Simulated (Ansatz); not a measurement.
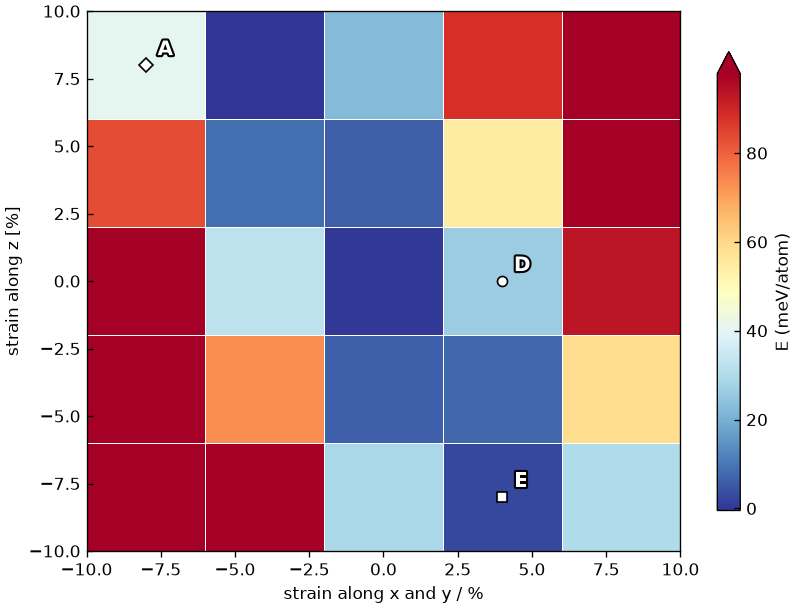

Sn (I4/mmm, No. 139; 1 atom in the cell). 
- The cell is strained homogeneously, by one strain along x and y and another along z, with fractional coordinates fixed (x along [1 0 0], z along [0 0 1] of the conventional cell).
- Coordinates scanned: (1) strain along x and y; (2) strain along z.
- The grid has 5 × 5 points.
- Energies: meV/atom, counted from the unstrained cell.
- The D3 coefficients switch with the coordination numbers inside this range, which puts artificial structure into the map.
- These are results of Ansatz 0.2.0, DFT PBE+D3(BJ), scalar-relativistic, plane waves, PAW, not measurements. Settings: cutoff 420 eV, k-mesh 24×24×24, gaussian smearing 0.15 eV, no spin polarisation.

The picture shows one coloured cell a grid point, one colour for all values above the top of the scale, lettered points.

> Rank the lettered points by energy, lowest first.

E (2.4 meV/atom), D (26 meV/atom), A (41 meV/atom).
